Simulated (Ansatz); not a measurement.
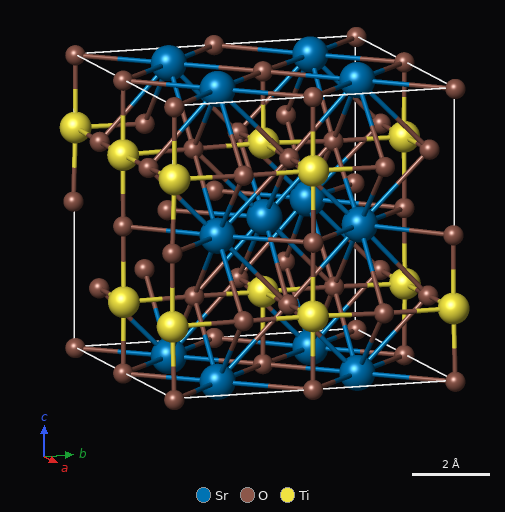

Starting structure of a defect cell of composition Sr$_{8}$O$_{24}$Ti$_{8}$. A ball-and-stick model of the cell of the calculation (origin shifted), seen slightly off an axis.

Level of theory: DFT, PBEsol, PAW, plane waves (Ansatz 0.2.0).

Input
```yaml
crystal:
  lattice:
    - [7.782821, 0.000000, 0.000000]
    - [0.000000, 7.782821, 0.000000]
    - [0.000000, 0.000000, 7.782821]
  atoms:
    - { symbol: Sr, position: [0.002472, 0.999324, 0.000548] }
    - { symbol: Sr, position: [0.004176, 0.502494, 0.999370] }
    - { symbol: Sr, position: [0.997908, 0.494714, 0.506311] }
    - { symbol: Sr, position: [0.499717, 0.998312, 0.000814] }
    - { symbol: Sr, position: [0.501927, 0.997299, 0.499792] }
    - { symbol: Sr, position: [0.498302, 0.495772, 0.999935] }
    - { symbol: Sr, position: [0.499391, 0.503940, 0.506205] }
    - { symbol: Sr, position: [0.252859, 0.251409, 0.503495] }
    - { symbol: O, position: [0.002846, 0.994750, 0.498883] }
    - { symbol: O, position: [0.247588, 0.248262, 0.000689] }
    - { symbol: O, position: [0.248969, 0.750615, 0.000201] }
    - { symbol: O, position: [0.249019, 0.750694, 0.502706] }
    - { symbol: O, position: [0.751495, 0.249137, 0.002043] }
    - { symbol: O, position: [0.750807, 0.250176, 0.504696] }
    - { symbol: O, position: [0.754261, 0.754496, 0.998825] }
    - { symbol: O, position: [0.752073, 0.748268, 0.499060] }
    - { symbol: O, position: [0.996904, 0.248621, 0.250715] }
    - { symbol: O, position: [0.999058, 0.246167, 0.747945] }
    - { symbol: O, position: [0.003737, 0.751187, 0.247371] }
    - { symbol: O, position: [0.003560, 0.753139, 0.747238] }
    - { symbol: O, position: [0.502466, 0.248227, 0.249881] }
    - { symbol: O, position: [0.500137, 0.252880, 0.748607] }
    - { symbol: O, position: [0.503129, 0.746025, 0.249032] }
    - { symbol: O, position: [0.503816, 0.750573, 0.747240] }
    - { symbol: O, position: [0.252706, 0.001432, 0.248472] }
    - { symbol: O, position: [0.249574, 0.999911, 0.751599] }
    - { symbol: O, position: [0.252194, 0.499537, 0.250190] }
    - { symbol: O, position: [0.251054, 0.497107, 0.747225] }
    - { symbol: O, position: [0.749961, 0.001970, 0.251965] }
    - { symbol: O, position: [0.748210, 0.003054, 0.748172] }
    - { symbol: O, position: [0.751953, 0.501157, 0.247652] }
    - { symbol: O, position: [0.754342, 0.503791, 0.747816] }
    - { symbol: Ti, position: [0.249555, 0.247415, 0.248525] }
    - { symbol: Ti, position: [0.252111, 0.248556, 0.756429] }
    - { symbol: Ti, position: [0.250995, 0.752050, 0.244160] }
    - { symbol: Ti, position: [0.252371, 0.749052, 0.746966] }
    - { symbol: Ti, position: [0.747419, 0.250087, 0.252465] }
    - { symbol: Ti, position: [0.747495, 0.251066, 0.749409] }
    - { symbol: Ti, position: [0.747643, 0.750559, 0.248162] }
    - { symbol: Ti, position: [0.748607, 0.757119, 0.751012] }
  symmetry: { detect: false }
kpoints:
  mp_grid: { grid: [1, 1, 1], shift: [0.25, 0.25, 0.25] }
hamiltonian:
  xc: pbesol
scf:
  occupations: { method: fermi_dirac, width: 0.01 }
relax:
  f_tol: 0.03
  max_steps: 80
  escape_saddle: false
  adjacent_minimum: "off"
output:
  forces: true
  eigenvalues: true
  populations: true
```

Launched with:
```bash
ansatz run in.yaml --threads 8 --pin off --max-ram 118750MiB --runs-dir r --events-out ev --progress --plain --backend cuda --devices 0,
```

What does the optimiser find from here?

Sr8 moves most: 2.54 Å along [−1 −1 0]. By element the largest moves are Sr 2.54 Å, O 2.01 Å, Ti 0.33 Å. The lattice vectors keep their values. Some distances before and after: Sr8–Ti39 5.883 → 3.284 Å, Sr7–Sr8 2.747 → 5.316 Å, Sr8–Ti40 5.823 → 3.313 Å, Sr8–O19 4.784 → 2.726 Å. New bonds form: O9–Ti39 (3.37 → 1.97 Å), O9–Ti40 (3.34 → 1.97 Å), Sr5–O9 (3.90 → 2.24 Å), Sr8–O12 (3.90 → 2.77 Å). Bonds break: Sr5–O16 (2.75 → 3.65 Å), Sr8–O21 (2.77 → 4.50 Å), Sr8–O22 (2.71 → 4.47 Å), Sr8–O27 (2.76 → 4.60 Å). Bond angles that change, for instance: O9–Sr8–O25 59.3° → 131.0°, O9–Sr8–O26 59.5° → 128.2°, Ti39–O16–Ti40 176.9° → 115.5°. The energy falls by 20.133 eV per cell of the calculation in 22 accepted moves (25 points after the start). Largest force component: 14 eV/Å at the start, 0.017 eV/Å at the end. The line search rejected the trial steps at points 14, 22, 23 of the run.

The structure at the end:

```xyz
40
Lattice="7.7828 0.0000 0.0000 0.0000 7.7828 0.0000 0.0000 0.0000 7.7828" Properties=species:S:1:pos:R:3 pbc="T T T"
Sr    7.6914    7.7191    7.7717
Sr    7.6927    4.1332    7.7748
Sr    0.1588    3.9120    3.8776
Sr    4.1910    7.7235    0.0069
Sr    3.9003    0.1287    3.8971
Sr    4.1970    4.1555    0.0115
Sr    3.9007    3.9531    3.9167
Sr    0.1608    0.1758    3.8670
O     5.9393    6.9884    3.8977
O     2.2824    2.0584    7.7812
O     2.0195    5.9258    7.7788
O     2.0579    5.9399    3.8888
O     5.7495    2.0451    0.0033
O     6.0332    2.0417    3.8954
O     5.9621    5.9331    7.7825
O     5.9345    4.8818    3.8847
O     0.2099    2.0546    2.0227
O     0.1706    2.0337    5.7924
O     0.1131    5.9411    2.0351
O     0.0963    5.9268    5.7436
O     3.9135    2.0539    2.2378
O     3.8775    2.0285    5.5335
O     3.9989    5.9417    2.0043
O     3.9784    5.9291    5.7762
O     2.0609    0.1520    2.0525
O     2.0212    0.1335    5.7329
O     2.0625    3.9524    2.0593
O     2.0219    3.9319    5.7090
O     5.9668    0.1599    1.7590
O     5.9264    0.1560    6.0419
O     5.9668    3.9286    1.7471
O     5.9227    3.9282    6.0235
Ti    2.0746    2.0345    1.7704
Ti    2.0681    2.0540    6.0089
Ti    2.0410    5.9142    1.9826
Ti    2.0430    5.9537    5.8143
Ti    5.9028    2.0488    1.9661
Ti    5.9327    2.0359    5.8213
Ti    5.9394    5.9419    2.2240
Ti    5.9490    5.9259    5.5589
```

The end point in the same view:

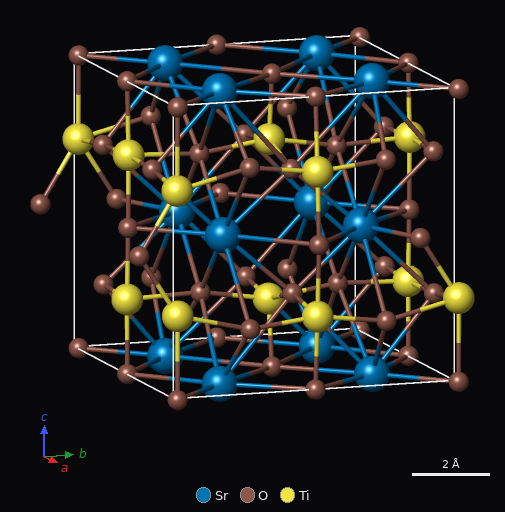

Limits of the set-up: the periodic images lie only 7.8 Å apart, so the values are limited by the cell's size.
